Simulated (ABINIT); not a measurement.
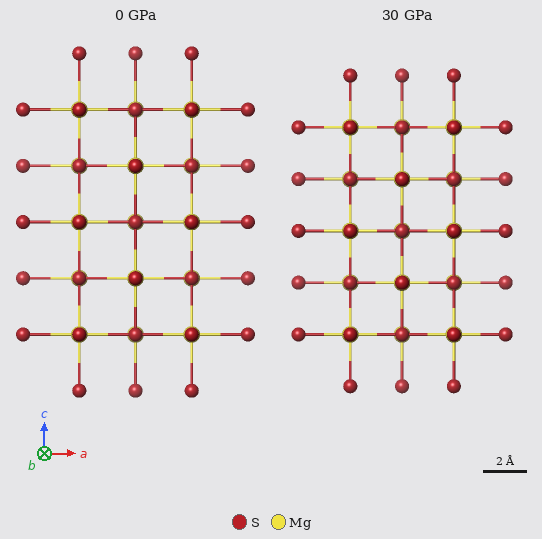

Crystalline MgS (set up in Fm-3m), relaxed (cell and atoms) at several target pressures. The picture shows the first and the last member. A ball-and-stick model of the conventional cell (4 times the calculation's cell), repeated 1 × 1 × 2 with one cell outlined, seen along the b axis. Lengths and directions refer to the drawn axes.

Computed with ABINIT 10.8.3: PBE, JTH PAW PBE v2.0. Settings: plane-wave cutoff 544.2 eV; k-point mesh 9 × 9 × 9; occupations fermi-dirac; smearing width 0.05 eV; no spin polarisation.

| pressure (GPa) | volume (Å³/atom) | a (Å) |
| --- | --- | --- |
| 0 | 17.892 | 5.231 |
| 5 | ? | ? |
| 10 | 16.055 | 5.045 |
| 20 | 14.861 | 4.917 |
| 30 | 13.988 | 4.819 |

Fill in the missing row.

Murnaghan's form V = V₀(1 + B′P/B₀)^(−1/B′), with V₀ = 17.892 Å³ from the row at zero pressure, fits the other rows with B₀ = 75.4 GPa and B′ = 3.64 (largest miss 0.002 Å³). At 5 GPa it gives 17.892 × (1 + 3.64 × 5/75.4)^(−1/3.64) = 16.860 Å³ per atom. The calculation gives 16.856 Å³/atom (a = 5.128 Å). The estimate is 0.004 Å³/atom too high. From the first member to the last: Mg–S 2.615 → 2.409 Å.

The whole series:

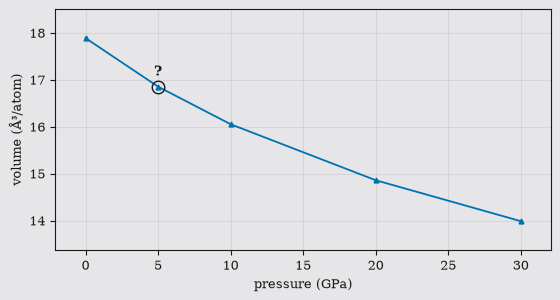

Each member starts from this one structure; whether another phase lies lower wasn't checked.
